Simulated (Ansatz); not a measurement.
B5H9

The calculation's input:

```
crystal:
  lattice:
    - [-3.62296829, 3.62296829, 2.65503644]
    - [3.62296829, -3.62296829, 2.65503644]
    - [3.62296829, 3.62296829, -2.65503644]
  atoms:
    - { symbol: B, position: [0.23037062, 0.23037062, 0.0] }
    - { symbol: B, position: [0.19335087, 0.01893375, 0.17441712] }
    - { symbol: B, position: [0.84451663, 0.01893375, 0.82558288] }
    - { symbol: B, position: [0.01893375, 0.19335087, 0.17441712] }
    - { symbol: B, position: [0.01893375, 0.84451663, 0.82558288] }
    - { symbol: H, position: [0.45311737, 0.45311737, 0.0] }
    - { symbol: H, position: [0.38119236, 0.044666, 0.33652636] }
    - { symbol: H, position: [0.70813964, 0.044666, 0.66347364] }
    - { symbol: H, position: [0.044666, 0.38119236, 0.33652636] }
    - { symbol: H, position: [0.044666, 0.70813964, 0.66347364] }
    - { symbol: H, position: [0.98120447, 0.71835203, 0.0] }
    - { symbol: H, position: [0.71835203, 0.98120447, 0.0] }
    - { symbol: H, position: [0.71835203, 0.71835203, 0.73714756] }
    - { symbol: H, position: [0.98120447, 0.98120447, 0.26285244] }
kpoints:
  mp_grid: { grid: [7, 7, 7] }
scf:
  occupations: { method: fermi_dirac, width: 0.05 }
hamiltonian:
  xc: pbesol
  pseudopotentials: { kind: paw, frozen_core: stored }
output:
  forces: true
  stress: true
  populations: true
  efg: { quadrupole_moments_barn: { B: 0.04059, H: 0.00285783 } }
  write_density: true
  write_potential: true
  elf: true
  volumetric_format: npy
```

Launched as:

```sh
ansatz run input.yaml --threads 1 --pin off --max-ram 3072MiB --backend cpu --events-out ev --progress --plain --runs-dir out
```

Below, planes, directions and counts refer to the conventional cell (a = 7.25 Å, b = 7.25 Å, c = 5.31 Å, α = 90.00°, β = 90.00°, γ = 90.00°).

Space group I4mm; a structure from a database of computed crystals, not necessarily the ambient phase; not relaxed (largest force 0.4 eV/Å).

The calculation used Ansatz 0.2.0, DFT, PBEsol, plane-wave PAW, default files, scalar-relativistic, frozen cores.

The density is the valence pseudo-density of a PAW calculation; it isn't the true density close to the nuclei.

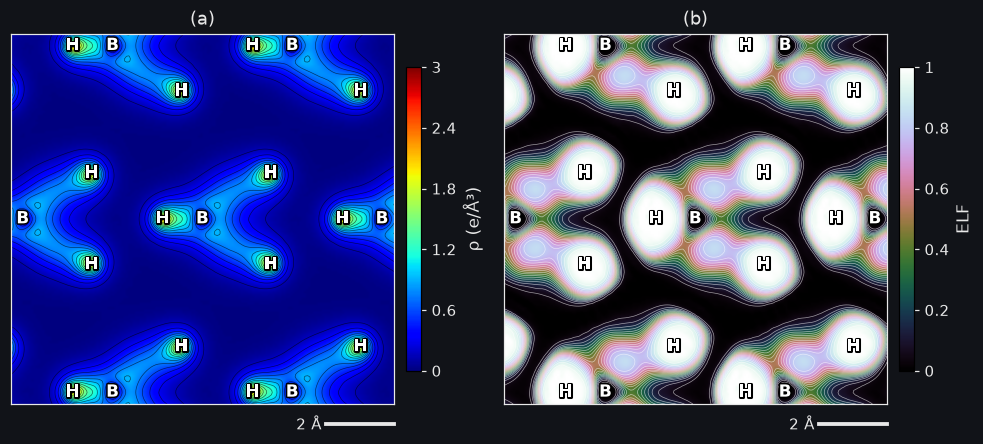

Figure 1. (a) valence pseudo-density; (b) ELF on the (110) plane of the conventional cell.

### What do the fields say about this system?

- The section cuts through B and H sites.
- Atoms just off the plane (B, 0.9 Å away) can leave unmarked features too.
- B–H (1.18 Å): ρ is about 1.2 e/Å³ halfway; the ELF climbs to about 1 towards the hydrogen, as it does in any bond to H: an ordinary covalent bond to hydrogen.
- Between the atoms the lowest density in this plane is 0.003 e/Å³.

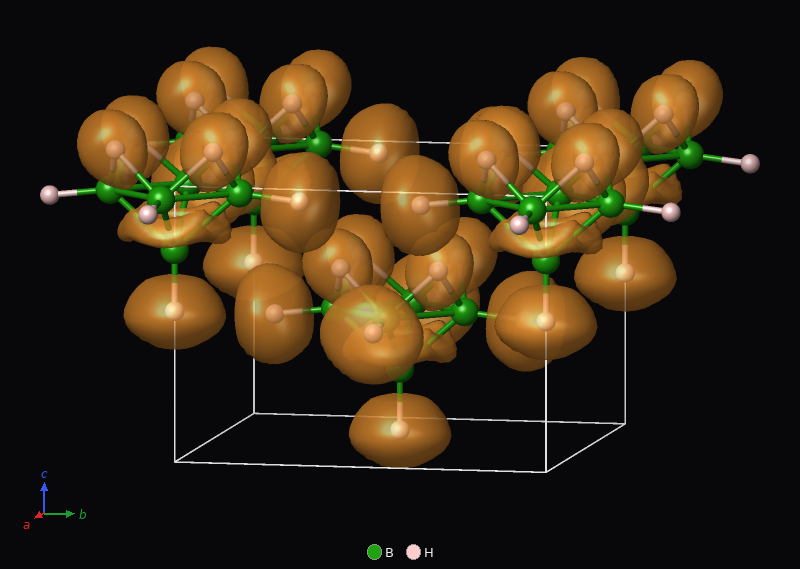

Figure 2. Isosurface of the electron localisation function at 0.8 (orange), seen slightly off an axis. Core shells and regions of very low density are left out. Sticks mark near contacts.

### Describe the localisation domains.

The surface consists of 18 regions around hydrogen nuclei and two regions on B in which the atom's valence shell and bonds are merged, counted in one cell of 28 atoms. Regions shared between cells count once.


 B–B (1.69 Å): the ELF peaks at about 0.85 between the atoms.

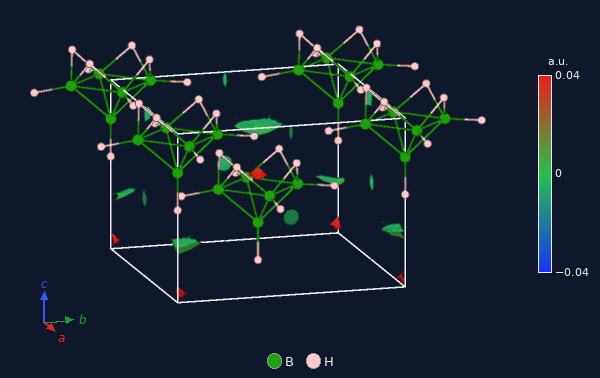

Figure 3. Non-covalent interaction (NCI) plot: the surface where the reduced density gradient is 0.4, for densities under 0.05 a.u., coloured by sign(λ₂)ρ; seen slightly off an axis.

### Which non-covalent interactions does the plot reveal?

- Between H on one side and H on the other: a weak contact (green) (×6)
- Inside the ring or cage of B: steric crowding (red) (×2)

### Metal or insulator at this level of theory?

It is gapped, with a Kohn–Sham gap of 5.6 eV on the k-point mesh, an upper bound to the gap of this method.
